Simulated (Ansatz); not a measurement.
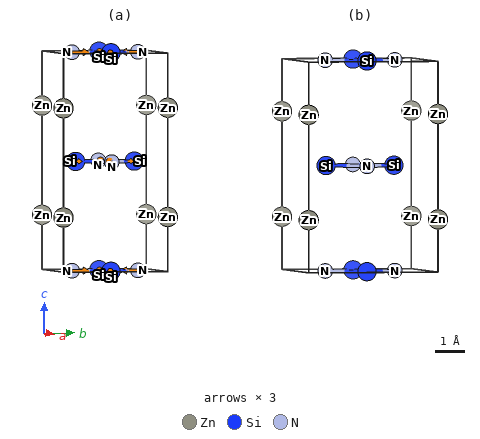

The structure of crystalline ZnSi₂N₂ (a generated structure, set up in P4_2/mmc) (coarse preliminary run) before (left) and after (right) a relaxation, at one scale. The orange arrows give the displacements (the part carried along by the change of the cell is left out), magnified 3 times.

Style: ball-and-stick. Shown: the cell of the calculation, from a free direction.

Method: DFT PBE, scalar-relativistic, plane waves, PAW in Ansatz 0.2.0. Settings: plane-wave cutoff 420 eV; k-point mesh 6 × 6 × 2; occupations gaussian; smearing width 0.1 eV; no spin polarisation; cell and atoms relaxed; force threshold 0.04 eV/Å; at most 70 steps.

Summarise the run.

The largest moves relative to the cell, 0.22 Å, are those of N atoms. Largest moves by element: N 0.22 Å, Si 0.09 Å. Zn stays in place. The drawn cell changes as follows: a = b 3.727 → 4.620 Å (+24.0 %), c 7.648 → 7.377 Å (−3.5 %); the volume changes by +48.2 %. Among the contacts that change: N–N 1.376 → 2.136 Å, Si–Si 1.632 → 2.198 Å, Si–Si 2.095 → 2.421 Å, N–Si 1.574 → 1.735 Å. Bonds break: N–N (1.38 → 2.14 Å). Bond angles that change, for instance: N–Si–N 96.6° → 91.5°, Si–N–Si 83.4° → 88.5°, Si–Si–N 131.7° → 134.3°. The space group stays P4_2/mmc (No. 131). After 12 accepted moves (14 points after the start) the energy has fallen by 16.371 eV per cell of the calculation. Largest force component: 12 eV/Å at the start, 0.015 eV/Å at the end. The pressure goes from 98.68 to 0.01 GPa. The SCF was repeated twice at an unchanged geometry on a basis and grid sized afresh for the cell, which shifted the energy by 0.752 eV per cell of the calculation at most. The run took 2.5 min on 1 thread of Intel(R) Xeon(R) Processor @ 2.70GHz, on a shared host, peak memory 0.47 GiB.

Limits of the set-up: the k-point mesh is coarse for a cell with partly filled bands.
